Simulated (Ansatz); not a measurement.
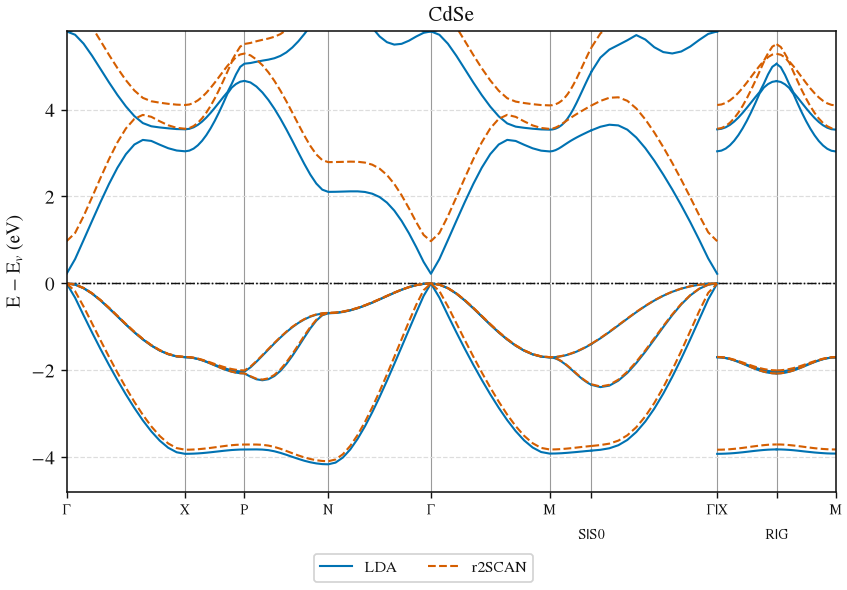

Band structures of CdSe, space group I-4m2 (No. 119), 2 atoms in the cell, by two methods on the same cell. Each is counted from its own valence-band top.

How do the methods compare?

Answer. LDA gives a gap of 0.22 eV along the path and r2SCAN gives a gap of 0.97 eV along the path. Over the top 3 filled bands the two differ by 0.04 eV on average.

Settings. LDA: DFT LDA, scalar-relativistic, plane waves, PAW, no spin polarisation, 12×12×12 k mesh, 420 eV cutoff, Gaussian smearing of 0.02 eV (Ansatz 0.2.0). r2SCAN: DFT r2SCAN, scalar-relativistic, plane waves, PAW, no spin polarisation, 12×12×12 k mesh, 500 eV cutoff, Gaussian smearing of 0.02 eV (Ansatz).

The structure is an invented one, so it need not be a known or stable phase. The starting guess was a poor one.
